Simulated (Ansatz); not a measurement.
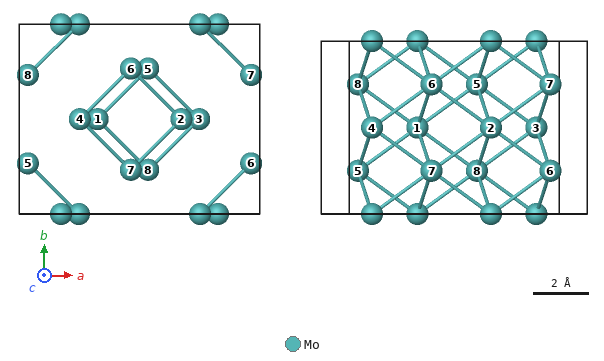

Two geometries of solid Mo (built on the O_12 type) (coarse preliminary run), drawn at one scale. One is the start of a relaxation, the other its converged end. A ball-and-stick model of the conventional cell (2 times the calculation's cell), seen along the c axis. Lengths and directions refer to the drawn axes.

All numbers below come from DFT PBE, scalar-relativistic, plane waves, PAW in Ansatz 0.2.0. Set-up: plane-wave cutoff 420 eV; k-point mesh 4 × 4 × 4; occupations gaussian; smearing width 0.1 eV; no spin polarisation; cell and atoms relaxed; force threshold 0.04 eV/Å; at most 70 steps.

**Which one is relaxed?**

The right one is the relaxed one. Case: O type (C2/m, No. 12). After 14 accepted moves (17 points after the start) the energy has fallen by 9444 meV per atom. The largest force component goes from 93 to under 0.0001 eV/Å. Pressure: 225.48 GPa at the start and 0.00 GPa at the end. The line search rejected the trial step at point 11 of the run. The SCF was repeated twice at an unchanged geometry on a basis and grid sized afresh for the cell, which shifted the energy by 14.9 meV per atom at most. The largest moves relative to the cell, 1.18 Å, are those of Mo3 and Mo4. Mo3 goes along [2 0 1]. Cell: a 9.863 → 8.990 Å (−8.9 %), b 6.971 → 6.355 Å (−8.8 %), c 4.593 → 4.422 Å (−3.7 %), β 116.3° → 90.0°. Volume −10.8 %. Among the contacts that change: Mo1–Mo4 1.482 → 3.153 Å, Mo5–Mo6 1.491 → 3.153 Å, Mo3–Mo6 3.633 → 2.723 Å, Mo1–Mo5 3.302 → 2.752 Å. New bonds form: Mo3–Mo6 (3.63 → 2.72 Å), Mo3–Mo7 (3.63 → 2.72 Å), Mo4–Mo5 (3.63 → 2.72 Å), Mo4–Mo8 (3.63 → 2.72 Å). Bonds break: Mo1–Mo4 (1.48 → 3.15 Å), Mo2–Mo3 (1.48 → 3.15 Å), Mo5–Mo6 (1.49 → 3.15 Å), Mo7–Mo8 (1.49 → 3.15 Å). Among the angles between lasting bonds that change: Mo2–Mo7–Mo4 96.1° → 109.5°, Mo6–Mo4–Mo7 83.6° → 70.5°. The space group (tolerance 0.01 Å) goes from C2/m (No. 12) to Fmmm (No. 69). The run took roughly 5 core-minutes on a shared host.
